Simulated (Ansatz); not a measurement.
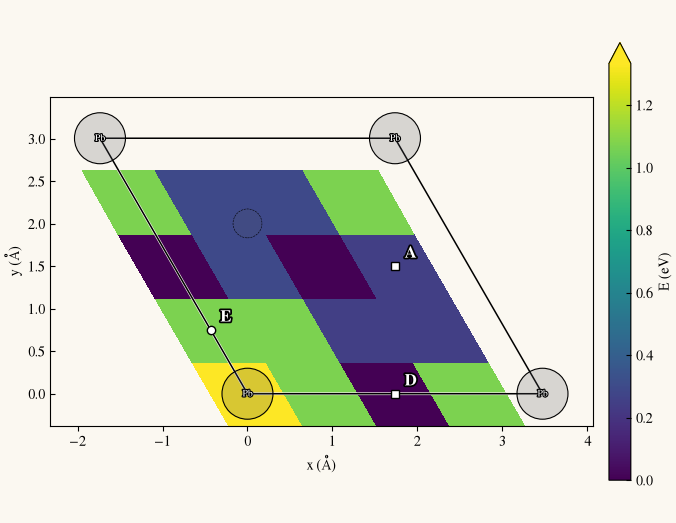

C on a Pb(001) slab cut from the P6_3/mmc phase (4 atoms of substrate and one adsorbate in a 1 × 1 cell). 
- One C atom a 1 × 1 cell is placed over a mesh of places on the rigid (0 0 1) surface, and only its height is relaxed.
- Places are given modulo a cell vector. The map is drawn in real space over the plane of the surface.
- The grid has 4 × 4 points.
- All energies are given in eV relative to the lowest grid point.
- This mesh misses the points at thirds of the hexagonal cell. With one adsorbate in each 1 × 1 cell, its nearest image is 3.5 Å away, so neighbouring adsorbates interact.
- Level of theory: Ansatz, DFT PBEsol, scalar-relativistic, plane waves, PAW.

Drawn: one coloured cell a grid point, labelled circles for the atoms of the top layer and small ones for the second layer, the outline of one cell of the plane, one colour for all values above the top of the scale, lettered points.

Q: Rank the lettered points by energy, lowest first.

A: D (0.00 eV), A (0.25 eV), E (1.07 eV).
